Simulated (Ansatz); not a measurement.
# Bands, cutoff and cost in G0W0 for InSe (R3m), part 2 of 2

How do accuracy and time trade against each other in G0W0 on InSe (R3m)?

Ansatz 0.2.0; G0W0 on r2SCAN, plane waves, PAW. Known limits of the many-body steps: not at the basis limit; no spin-orbit coupling.

So far. Step 4 (740 empty bands, screening to 200 eV): Against the run with 4×4×4 mesh, 343 empty bands, screening to 120 eV, the gap moves by −0.011 eV.

### Step 5. Changing the frequency model: 4×4×4 mesh, 343 empty bands, screening to 120 eV, plasmon pole

A plasmon pole stands in for the full frequency dependence of the screening; this run shows what that costs in accuracy. Bands and cutoff differ from the step before, so it is read against an earlier run that matches them.

File input.yaml:

```yaml
crystal:
  lattice:
    - [2.0, 1.1547005384, 8.3166666667]
    - [-2.0, 1.1547005384, 8.3166666667]
    - [0.0, -2.3094010768, 8.3166666667]
  atoms:
    - { symbol: In, position: [0.0, 0.0, 0.0] }
    - { symbol: In, position: [0.1122, 0.1122, 0.1122] }
    - { symbol: Se, position: [0.6155, 0.6155, 0.6155] }
    - { symbol: Se, position: [0.83, 0.83, 0.83] }
kpoints:
  mp_grid: { grid: [4, 4, 4] }
hamiltonian:
  xc: r2scan
scf:
  occupations: { method: fixed }
gw:
  n_empty_bands: 343
  ecut_chi: 120
  qp_bands: [v2, c2]
  qp_kpoints: band_edges
  screening: { model: godby_needs }
```

Run with:

```bash
$ ansatz run input.yaml --threads 3 --pin off --max-ram 92160MiB --backend cuda --events-out ev --progress --plain --runs-dir out --devices 1 --max-vram 13GiB
```

Numbers of over 12 decimals in the logs are rounded to 6 here.

The log of the run:

```text
GPUs: using 1 of 1 available (devices: 1).
[...]
GPU FFT provider: cuFFT
GPU libraries: cuBLAS 13.8.2, cuFFT 12.4.0, cuSOLVER 12.3.4
Crystal: 4 atoms, lattice volume = 115.239 Å³
Basis set: ecut = 500 eV, 2947 PW (Γ), exchange–correlation on 256×256×256 points (64 copies of the dense FFT grid, shifted against one another)
Bands: 35, of which v1, the nominal top of the filled ones, is band 29 counted from 1 (28 counted from 0)
[...]
3    31      9.7898    -8.0911    -3.7682   -12.0357  0.8139     9.9664     9.9661  root
[...]
12    28      6.0794   -18.3155     1.7743   -16.1868  0.7926     5.7243     5.7250  root
    12    29      7.2987   -16.3246     0.8569   -15.1216  0.8000     6.9520     6.9525  root
    12    30      8.1124   -10.2526    -3.2717   -13.7012  0.8152     8.2894     8.2893  root
    12    31      9.9053    -8.0969    -4.0083   -12.2493  0.8164    10.0495    10.0494  root
[key lines of the parts left out:]
SCF converged after 7 iterations
Free energy (F): -22182.516963 eV
Fermi energy:    7.298662 eV
```

It took 80 s on 1 × NVIDIA H100 80GB HBM3 (shared by 6 runs) with 3 threads of AMD EPYC 7R13 (Zen 3), shared host; peak memory 3 GiB; 3 min of CPU time.

This step gave:

```yaml
bands_summed: 372
plasmon_pole_fit_frequency: 26.34 eV
rpa_eps_infinity_on_this_mesh_eigenvalues: 8.106, 8.106, 12.29
plane_waves_in_the_screening_matrix: 363
g0w0_gap_on_the_mesh: 1.337 eV
k_of_the_valence_top: -0.5, -0.5, -0.5
k_of_the_conduction_bottom: -0.5, -0.5, -0.5
starting_gap_on_the_mesh: 0.8137 eV
least_direct_g0w0_gap_on_the_computed_points: 1.337 eV
```

Against the run with 4×4×4 mesh, 343 empty bands, screening to 120 eV, the gap moves by +0.03 eV.

### Step 6. Changing the files: 4×4×4 mesh, 343 empty bands, screening to 120 eV, hard PAW files

Other atomic data (hard PAW) test the pseudisation: the cutoff goes from 500 to 870 eV and the valence electrons from 58 to 74, which opens shells that were frozen.

Edit input.yaml of step 5 so:

```diff
@@ -14,2 +14,3 @@
   xc: r2scan
+  pseudopotentials: { kind: paw, source: ansatz }
 scf:
@@ -21,2 +22,2 @@
   qp_kpoints: band_edges
-  screening: { model: godby_needs }
+  screening: { model: contour_deformation }
```

The log of the run:

```text
GPUs: using 1 of 1 available (devices: 1).
[...]
GPU FFT provider: cuFFT
GPU libraries: cuBLAS 13.8.2, cuFFT 12.4.0, cuSOLVER 12.3.4
Crystal: 4 atoms, lattice volume = 115.239 Å³
Basis set: ecut = 870 eV, 6791 PW (Γ), exchange–correlation on 432×432×432 points (64 copies of the dense FFT grid, shifted against one another)
Bands: 45, of which v1, the nominal top of the filled ones, is band 37 counted from 1 (36 counted from 0)
[...]
3    39     11.0164    -8.1095    -3.7895   -12.0562  0.7869    11.1741    11.1736  root
[...]
12    36      7.3043   -18.3181     1.7503   -16.1851  0.7617     6.9177     6.9216  root
    12    37      8.5218   -16.3371     0.8387   -15.1284  0.7769     8.1493     8.1518  root
    12    38      9.3425   -10.2669    -3.3229   -13.7230  0.7985     9.4759     9.4756  root
    12    39     11.1334    -8.1132    -4.0229   -12.2702  0.7911    11.2678    11.2674  root
[key lines of the parts left out:]
SCF converged after 9 iterations
Free energy (F): -28920.711009 eV
Fermi energy:    8.521796 eV
```

Wall time 1.8 min (1 × NVIDIA H100 80GB HBM3 (shared by 6 runs) with 3 threads); peak memory 5.4 GiB; 3.1 min of CPU time.

This step gave:

- bands summed: 380
- RPA ε∞ on this mesh (eigenvalues): 8.100, 8.100, 12.12
- plane waves in the screening matrix: 363
- G0W0 gap on the mesh: 1.324 eV
- k of the valence top: -0.5, -0.5, -0.5
- k of the conduction bottom: -0.5, -0.5, -0.5
- starting gap on the mesh: 0.8207 eV
- least direct G0W0 gap on the computed points: 1.324 eV

Against the run with 4×4×4 mesh, 343 empty bands, screening to 120 eV, the gap moves by +0.019 eV.

### Step 7. Side by side

Times are wall times on 1 × NVIDIA H100 80GB HBM3 (shared by 6 runs) with 3 threads of AMD EPYC 7R13 (Zen 3), shared host, good to a factor of about two.

| mesh | files | frequency | bands summed | cutoff (eV) | start (eV) | G0W0 (eV) | time | host memory (GiB) |
| --- | --- | --- | --- | --- | --- | --- | --- | --- |
| 4×4×4 | default PAW | contour deformation | 150 | 60 | 0.814 | 1.269 | 23 s | 1.9 |
| 4×4×4 | default PAW | contour deformation | 372 | 120 | 0.814 | 1.305 | 46 s | 2.3 |
| 4×4×4 | default PAW | contour deformation | 769 | 200 | 0.814 | 1.294 | 86 s | 3.5 |
| 4×4×4 | default PAW | plasmon pole | 372 | 120 | 0.814 | 1.337 | 80 s | 3.0 |
| 4×4×4 | hard PAW | contour deformation | 380 | 120 | 0.821 | 1.324 | 1.8 min | 5.4 |

How the two edges are built up, in eV (the quasiparticle level is the starting level plus Σx plus Σc less Vxc):

| run | edge | start | Σx | Σc | Vxc | Z | QP |
| --- | --- | --- | --- | --- | --- | --- | --- |
| 150 bands | valence top | 7.30 | -16.32 | 1.20 | -15.12 | 0.78 | 7.29 |
| 150 bands | conduction bottom | 8.11 | -10.25 | -3.00 | -13.70 | 0.80 | 8.56 |
| 372 bands | valence top | 7.30 | -16.32 | 0.83 | -15.12 | 0.78 | 6.93 |
| 372 bands | conduction bottom | 8.11 | -10.25 | -3.33 | -13.70 | 0.80 | 8.23 |
| 769 bands | valence top | 7.30 | -16.32 | 0.68 | -15.12 | 0.78 | 6.77 |
| 769 bands | conduction bottom | 8.11 | -10.25 | -3.50 | -13.70 | 0.80 | 8.07 |

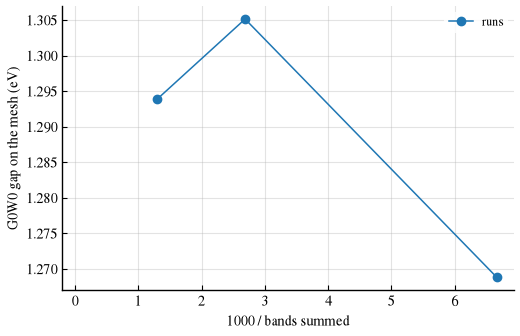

The gap against one over the number of bands.

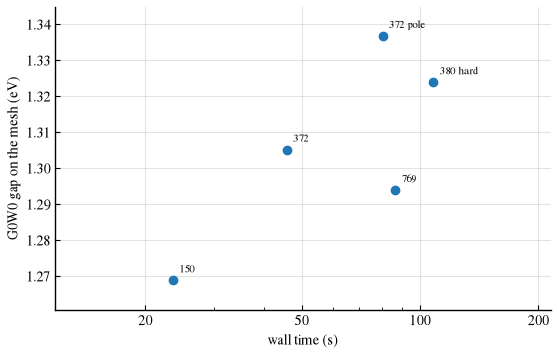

Result against wall time.

### Step 8. Results

* 150 bands, 60 eV: 1.269 eV
* 372 bands, 120 eV: 1.305 eV
* 769 bands, 200 eV: 1.294 eV
* mesh and start: 4×4×4, r2SCAN

What this shows: From 150 to 769 bands the gap moves by +0.03 eV while the time grows 3.7-fold. Σc changes by −0.52 eV at the valence top and −0.50 eV at the conduction bottom, so the levels themselves move more than the gap between them. The gap turns back along the series, so no limit is drawn from it. The plasmon-pole model gives +0.03 eV against contour deformation, 6 % of the correction, and saved no time in this program. Hard PAW files move the gap by +0.02 eV at equal bands and cutoff, +0.01 eV of it in the start. The many-body steps are scalar-relativistic: spin-orbit coupling is not in them.

[Paths, hosts, dates, memory and timing lines, banners, echoed tables and standing remarks are left out of the program output.]

[Logs are printed without paths, hosts, clocks, repeated set-up lines and the standing remarks that a program may print on its own settings, such as how far it seeks lower states.]

[Runs of the session that timed out or met a known fault of the program may be left out.]

[Cells called generated may have been cut or substituted from an entry of the Crystallography Open Database or the Materials Project.]

[Hosts, paths, dates, database ids (printed as entryN), source tags and the programs' standing remarks are cut or masked in the printed files.]
